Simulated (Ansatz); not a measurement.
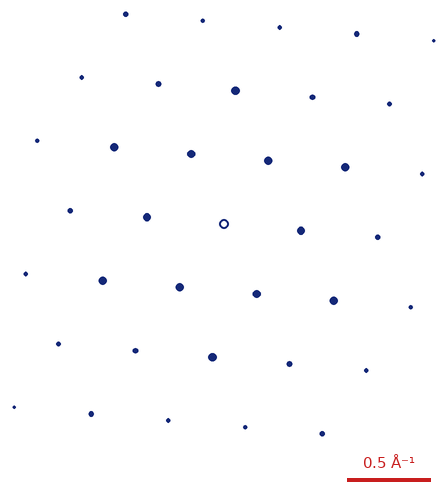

Kinematic zone-axis pattern, calculated for 80 keV electrons with B = 0.3 Å².

Phase: Mn, space group P6_3/mmc (No. 194), a = 2.481 Å, c = 4.017 Å (hexagonal axes). Structure: the geometry relaxed with DFT PBE, scalar-relativistic, plane waves, PAW in Ansatz 0.2.0; the starting structure was generated, so it need not be a known form of this composition.

> Measure the pattern against the scale bar and name the zone.

The spots form a hexagonal net with both shortest vectors at d = 2.15 Å, 60.0° apart. They index as 1 -1 0 and 1 0 0, so the zone axis is [001].
